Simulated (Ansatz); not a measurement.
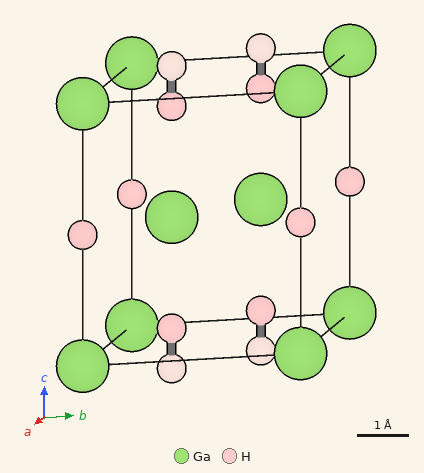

The structure above is drawn in ball-and-stick style and viewed slightly off an axis. The conventional unit cell is drawn as a box. Atoms just outside the outline that bond to atoms inside are added, in fainter colours. Cell: a = 4.57 Å, b = 4.57 Å, c = 5.33 Å, α = 90.00°, β = 90.00°, γ = 120.00°.

The starting point was a random cell made by a generator, so it need not be a real form of the compound. Earlier steps of the study, as a rule a relaxation of our own, may have changed the cell and positions, so they can lie some per cent off the listed ones. A calculation with Ansatz used it as input.

Question: Give a description of the structure.

Answer: It has the composition Ga$_{3}$H$_{5}$. The structure has P6/mmm (No. 191) symmetry and a primitive hexagonal lattice. With Z = 1, the cell contains 3 Ga, 5 H. With the cut-offs used for the sticks, the coordination is H 0 to 1 (mean 0.8). Not all metal-metal contacts are counted.

The calculation used DFT PBE, scalar-relativistic, plane waves, PAW in Ansatz, with a 420 eV plane-wave basis, a 12×12×8 mesh of k-points, Gaussian smearing of 0.1 eV, no spin polarisation.

Question: What is the electronic character?

Answer: A metal: bands cross the Fermi level.

Question: How charged are the atoms, by the Bader scheme?

Answer: Ga +0.10 to +0.53 e; H -0.37 to -0.09 e.

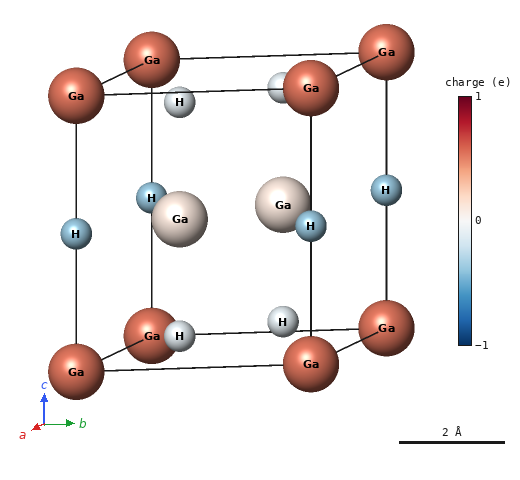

The atoms coloured by those charges. The run's cell of 8 atoms is drawn.

Question: Is the structure relaxed at this level of theory?

Answer: Yes. All forces vanish to within 0.01 eV/Å. The pressure is 0.0 GPa, close to zero.
